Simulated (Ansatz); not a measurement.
W: single-point calculation (part 2 of 2)

W (defect cell, 26 atoms in the cell); DFT, PBE, plane waves, PAW, no spin polarisation (Ansatz 0.2.0); cutoff 420 eV, 4×4×4 k-mesh, Gaussian smearing of 0.1 eV. The structure derives from an entry of the Crystallography Open Database.

## Output, continued
```
  k-point 0: bands = ["-53.3411", "-53.3147", "-53.2856", "-53.2856", "-53.2856", "-53.2820", "-53.2820", "-53.2820", "-53.2385", "-53.2253", "-53.2253", "-53.2253", "-53.2025", "-53.2025", "-53.2025", "-53.1875", "-53.1875", "-53.1753", "-53.1753", "-53.1753", "-53.1612", "-53.1291", "-53.1291", "-53.1291", "-53.1141", "-53.1141", "-17.8841", "-17.8557", "-17.8557", "-17.8557", "-17.8464", "-17.8272", "-17.8253", "-17.8253", "-17.8253", "-17.8149", "-17.8149", "-17.7909", "-17.7909", "-17.7909",
      "-17.7859", "-17.7766", "-17.7766", "-17.7766", "-17.7584", "-17.7584", "-17.7544", "-17.7544", "-17.7374", "-17.7374", "-17.7374", "-17.7309", "-17.7297", "-17.7297", "-17.7297", "-17.7296", "-17.7296", "-17.7296", "-17.7220", "-17.7220", "-17.7220", "-17.6235", "-17.6235", "-17.6235", "-17.3424", "-17.3424", "-17.3424", "-17.3360", "-17.3360", "-17.3360", "-17.3004", "-17.3004", "-17.3004", "-17.2720", "-17.2720", "-17.2720", "-17.2633", "-17.2633", "-17.2359", "-17.2359",
      "-17.2359", "-17.2001", "-17.2001", "-17.2001", "-17.1813", "-17.1524", "-17.1524", "-17.1524", "-17.1285", "-17.1285", "-17.1285", "-17.1199", "-17.1199", "-17.1199", "-17.1016", "-17.1016", "-17.0576", "-17.0576", "-17.0393", "-17.0393", "-17.0393", "-16.9771", "-16.9771", "-16.9771", "11.5103", "14.3642", "14.4397", "14.4397", "14.4397", "14.5833", "14.5833", "14.5833", "14.7547", "15.1466", "15.1466", "15.1466", "15.3833", "15.3833", "15.6785", "16.5784",
      "16.5784", "16.5784", "16.5936", "16.5988", "16.5988", "16.5988", "16.6478", "16.6478", "16.6654", "16.6654", "16.6654", "16.8368", "16.8976", "16.8976", "17.0198", "17.0198", "17.0198", "17.5747", "17.5747", "17.5747", "17.6838", "17.6838", "17.6838", "17.7058", "17.8705", "17.8705", "17.8705", "17.9883", "17.9883", "19.1549", "19.1723", "19.1723", "19.1723", "19.2310", "19.2310", "19.2310", "19.2444", "19.2687", "19.2687", "19.2687",
      "19.3574", "19.3574", "19.4131", "19.4333", "19.4333", "19.4333", "19.5176", "19.5176", "19.5176", "19.8037", "19.8037", "19.8037", "19.9109", "19.9109", "19.9109", "19.9135", "19.9135", "19.9162", "19.9162", "19.9162", "20.0265", "20.0265", "20.0265", "20.3008", "20.3008", "20.5093", "20.7823", "20.7823", "20.7823", "21.0326", "21.0326", "21.6096", "21.6096", "21.6096", "21.9431", "21.9431", "21.9431", "22.0303", "22.0649", "22.0649",
      "22.0649", "22.2830", "22.2830", "22.2830", "22.6776", "22.6776", "23.3098", "23.3098", "23.3098", "23.3539", "23.3539", "23.4296", "23.4296", "23.4296", "23.5180", "23.5180", "23.5180", "23.5464", "23.5464"]
  k-point 1: bands = ["-53.3366", "-53.3173", "-53.2873", "-53.2854", "-53.2854", "-53.2827", "-53.2821", "-53.2821", "-53.2426", "-53.2259", "-53.2259", "-53.2227", "-53.2025", "-53.2025", "-53.2009", "-53.1854", "-53.1854", "-53.1768", "-53.1768", "-53.1753", "-53.1612", "-53.1294", "-53.1294", "-53.1287", "-53.1138", "-53.1138", "-18.0362", "-17.9198", "-17.9071", "-17.9063", "-17.9063", "-17.8970", "-17.8970", "-17.8819", "-17.8797", "-17.8797", "-17.8462", "-17.8396", "-17.8396", "-17.8322",
      "-17.8322", "-17.8166", "-17.8166", "-17.8152", "-17.7970", "-17.7568", "-17.7248", "-17.7248", "-17.6971", "-17.6767", "-17.6767", "-17.6607", "-17.6508", "-17.6508", "-17.6349", "-17.6166", "-17.6166", "-17.6073", "-17.5840", "-17.5840", "-17.5494", "-17.5494", "-17.5489", "-17.5463", "-17.3825", "-17.3825", "-17.3677", "-17.3482", "-17.3433", "-17.3433", "-17.3110", "-17.3110", "-17.3058", "-17.2830", "-17.2830", "-17.2650", "-17.2572", "-17.2487", "-17.2487", "-17.2241",
      "-17.2241", "-17.2154", "-17.2102", "-17.2102", "-17.2064", "-17.1741", "-17.1741", "-17.1601", "-17.1508", "-17.1508", "-17.1472", "-17.1230", "-17.1230", "-17.1222", "-17.1181", "-17.1181", "-17.0795", "-17.0795", "-17.0526", "-17.0494", "-17.0384", "-17.0384", "-16.9854", "-16.9854", "11.8057", "13.6890", "14.5251", "14.5251", "14.5379", "14.8269", "14.9236", "14.9470", "14.9470", "15.0875", "15.0875", "15.2121", "15.4793", "15.4793", "15.7007", "16.1386",
      "16.2183", "16.2183", "16.4652", "16.4652", "16.5033", "16.7456", "16.7456", "16.8332", "16.8332", "16.8407", "16.8919", "16.9897", "16.9897", "17.0239", "17.1014", "17.1361", "17.1361", "17.3131", "17.4356", "17.4356", "17.5081", "17.6667", "17.6667", "17.7581", "17.7581", "17.7717", "17.9795", "18.1652", "18.1652", "18.6338", "18.7650", "18.7650", "18.8228", "18.9055", "18.9055", "19.0498", "19.0550", "19.1103", "19.1103", "19.1278",
      "19.2652", "19.2652", "19.3466", "19.3769", "19.3769", "19.5524", "19.6231", "19.6231", "19.6474", "19.7496", "19.7496", "19.8209", "19.8209", "19.8665", "19.9186", "19.9186", "20.0239", "20.0623", "20.0623", "20.1010", "20.1010", "20.1135", "20.1947", "20.1947", "20.3420", "20.3937", "20.7457", "20.7457", "20.8845", "20.9861", "20.9861", "21.3180", "21.3364", "21.3364", "21.5052", "21.6958", "21.6958", "21.8106", "21.9266", "21.9578",
      "21.9578", "22.1686", "22.1686", "22.3320", "22.6178", "22.6178", "22.7516", "22.7516", "22.8232", "22.8811", "22.8811", "23.0846", "23.1677", "23.1677", "23.1802", "23.1802", "23.4922", "23.4922", "23.5483"]
  k-point 2: bands = ["-53.3264", "-53.3259", "-53.2882", "-53.2848", "-53.2848", "-53.2840", "-53.2826", "-53.2826", "-53.2453", "-53.2264", "-53.2264", "-53.2213", "-53.2026", "-53.2026", "-53.1993", "-53.1809", "-53.1809", "-53.1807", "-53.1807", "-53.1753", "-53.1613", "-53.1298", "-53.1298", "-53.1283", "-53.1136", "-53.1136", "-18.1035", "-17.9548", "-17.9359", "-17.9359", "-17.9326", "-17.9326", "-17.9321", "-17.9297", "-17.9227", "-17.9227", "-17.8797", "-17.8744", "-17.8744", "-17.8668",
      "-17.8668", "-17.8458", "-17.8311", "-17.8311", "-17.7925", "-17.7184", "-17.6843", "-17.6734", "-17.6734", "-17.6411", "-17.6411", "-17.6154", "-17.5955", "-17.5955", "-17.5854", "-17.5652", "-17.5652", "-17.4937", "-17.4937", "-17.4766", "-17.4507", "-17.4507", "-17.4454", "-17.4046", "-17.4046", "-17.3732", "-17.3713", "-17.3594", "-17.3508", "-17.3508", "-17.3382", "-17.3382", "-17.3199", "-17.3028", "-17.2954", "-17.2954", "-17.2927", "-17.2927", "-17.2826", "-17.2665",
      "-17.2307", "-17.2307", "-17.2146", "-17.2125", "-17.2062", "-17.2062", "-17.1648", "-17.1648", "-17.1636", "-17.1636", "-17.1586", "-17.1521", "-17.1483", "-17.1483", "-17.1278", "-17.1278", "-17.1158", "-17.1158", "-17.0890", "-17.0883", "-17.0260", "-17.0260", "-16.9989", "-16.9989", "12.5299", "12.7194", "14.7432", "14.8217", "14.8217", "14.8413", "14.8413", "14.8467", "15.0848", "15.6035", "15.6323", "15.6370", "15.6370", "15.7348", "15.7348", "15.7902",
      "15.8077", "15.8077", "16.0100", "16.0100", "16.4614", "16.6060", "16.6060", "16.7002", "16.8061", "16.8061", "16.8499", "17.1500", "17.1802", "17.1802", "17.1986", "17.2691", "17.3163", "17.3163", "17.3795", "17.3795", "17.5717", "17.5895", "17.5895", "17.7819", "17.8781", "17.8781", "18.0073", "18.1686", "18.1686", "18.6966", "18.7096", "18.7240", "18.7240", "18.8549", "18.8876", "18.8876", "18.8917", "18.8917", "18.9211", "19.0067",
      "19.1172", "19.1431", "19.1431", "19.1687", "19.1899", "19.1899", "19.2371", "19.2371", "19.3578", "19.5783", "19.5783", "19.6354", "19.6480", "19.6480", "19.8893", "19.8893", "20.1973", "20.1973", "20.4027", "20.4446", "20.4567", "20.4567", "20.5230", "20.5230", "20.6012", "20.6988", "20.7682", "20.7682", "20.8359", "20.8359", "21.0765", "21.0765", "21.1017", "21.1095", "21.1134", "21.1134", "21.1608", "21.4064", "21.7101", "21.8589",
      "21.8589", "21.8853", "22.0833", "22.0833", "22.3269", "22.3269", "22.6031", "22.6031", "23.0059", "23.0152", "23.0152", "23.0608", "23.0608", "23.1934", "23.1934", "23.2277", "23.3181", "23.3181", "23.3687"]
  k-point 7: bands = ["-53.3237", "-53.3237", "-53.2951", "-53.2905", "-53.2839", "-53.2839", "-53.2797", "-53.2796", "-53.2477", "-53.2248", "-53.2240", "-53.2240", "-53.2021", "-53.2021", "-53.1986", "-53.1810", "-53.1810", "-53.1803", "-53.1794", "-53.1773", "-53.1604", "-53.1301", "-53.1301", "-53.1292", "-53.1136", "-53.1125", "-18.0625", "-18.0275", "-18.0275", "-18.0164", "-17.9883", "-17.9883", "-17.9255", "-17.9216", "-17.9138", "-17.9138", "-17.8923", "-17.8923", "-17.8883", "-17.8839",
      "-17.8646", "-17.8165", "-17.8096", "-17.8096", "-17.7343", "-17.7343", "-17.7209", "-17.6923", "-17.6923", "-17.6692", "-17.6057", "-17.5527", "-17.4785", "-17.4785", "-17.4623", "-17.4621", "-17.4621", "-17.4518", "-17.4445", "-17.4421", "-17.4241", "-17.4241", "-17.4158", "-17.4046", "-17.3815", "-17.3762", "-17.3759", "-17.3759", "-17.3733", "-17.3675", "-17.3498", "-17.3498", "-17.3390", "-17.3344", "-17.3344", "-17.3338", "-17.2860", "-17.2860", "-17.2773", "-17.2716",
      "-17.2716", "-17.2600", "-17.2532", "-17.2532", "-17.2316", "-17.2309", "-17.2242", "-17.1984", "-17.1761", "-17.1759", "-17.1635", "-17.1635", "-17.1476", "-17.1435", "-17.1256", "-17.1256", "-17.1131", "-17.0924", "-17.0770", "-17.0770", "-17.0505", "-17.0330", "-17.0330", "-17.0230", "13.2332", "13.2509", "13.2509", "13.5786", "15.2531", "15.4000", "15.4059", "15.4059", "15.4340", "15.4552", "15.6170", "15.6237", "15.6237", "15.7435", "16.0631", "16.0690",
      "16.0690", "16.1013", "16.1013", "16.1225", "16.1346", "16.2902", "16.2902", "16.3335", "16.5250", "16.5250", "16.6859", "16.7806", "16.9733", "17.1115", "17.1611", "17.1611", "17.4645", "17.7807", "17.8202", "17.8202", "17.8356", "17.8884", "17.8884", "17.9393", "18.0006", "18.0845", "18.0845", "18.0945", "18.2509", "18.3373", "18.4015", "18.4015", "18.5587", "18.5776", "18.5997", "18.5997", "18.6545", "18.6545", "18.6746", "18.9890",
      "18.9958", "18.9958", "19.0002", "19.0153", "19.0659", "19.0659", "19.1613", "19.1613", "19.3695", "19.4153", "19.4293", "19.4825", "19.5043", "19.6316", "19.6316", "20.1168", "20.2334", "20.2397", "20.2397", "20.2632", "20.2632", "20.3575", "20.3812", "20.5510", "20.7324", "20.7341", "20.7341", "20.7441", "21.0137", "21.0137", "21.3805", "21.3805", "21.3840", "21.4189", "21.5034", "21.5242", "21.5242", "21.5347", "21.5986", "21.6022",
      "21.6022", "21.6135", "21.8062", "21.8569", "21.8921", "21.8921", "21.9666", "22.1592", "22.1592", "22.3598", "22.7206", "22.8358", "22.8358", "22.9654", "23.1138", "23.1138", "23.1462", "23.3216", "23.6900"]
```

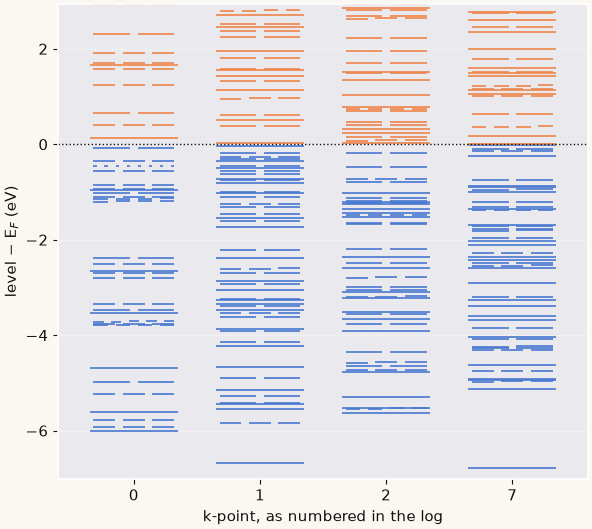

Kohn–Sham levels near the Fermi level (dotted) at the few k-points that the log prints; levels within 0.02 eV of each other stand side by side. The system is metallic on the full mesh.
